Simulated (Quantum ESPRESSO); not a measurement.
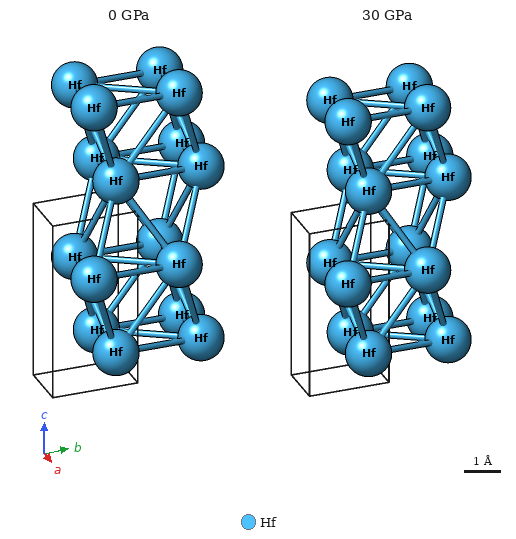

Crystalline Hf (set up in P6_3/mmc), relaxed (cell and atoms) at several target pressures. The picture shows the first and the last member. A ball-and-stick model of the cell of the calculation, repeated 2 × 2 × 2 with one cell outlined, seen slightly off an axis.

Computed with Quantum ESPRESSO 7.5: PBEsol, GBRV 1.5 PBEsol. Settings: plane-wave cutoff 707.5 eV; k-point mesh 10 × 10 × 5; occupations fermi-dirac; smearing width 0.05 eV; no spin polarisation.

| pressure (GPa) | volume (Å³/atom) | a (Å) | c (Å) |
| --- | --- | --- | --- |
| 0 | 21.648 | 3.164 | 4.995 |
| 2 | 21.282 | 3.145 | 4.968 |
| 5 | 20.780 | 3.120 | 4.931 |
| 10 | ? | ? | ? |
| 20 | 18.853 | 3.014 | 4.794 |
| 30 | 17.895 | 2.957 | 4.727 |

Fill in the missing row.

Answer. Murnaghan's form V = V₀(1 + B′P/B₀)^(−1/B′), with V₀ = 21.648 Å³ from the row at zero pressure, fits the other rows with B₀ = 115 GPa and B′ = 3.16 (largest miss 0.007 Å³). At 10 GPa it gives 21.648 × (1 + 3.16 × 10/115)^(−1/3.16) = 20.047 Å³ per atom. The calculation gives 20.046 Å³/atom (a = 3.081 Å, c = 4.878 Å). The estimate is 0.001 Å³/atom too high. From the first member to the last: Hf–Hf 3.164 → 2.957 Å, Hf–Hf 3.094 → 2.915 Å.

The whole series:

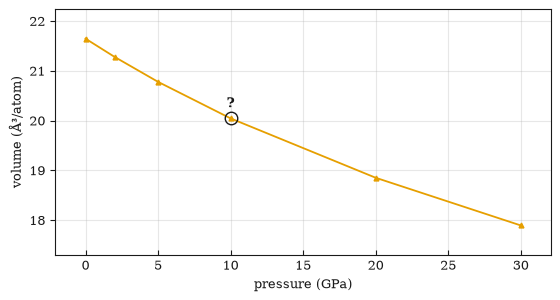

Each member starts from this one structure; whether another phase lies lower wasn't checked.
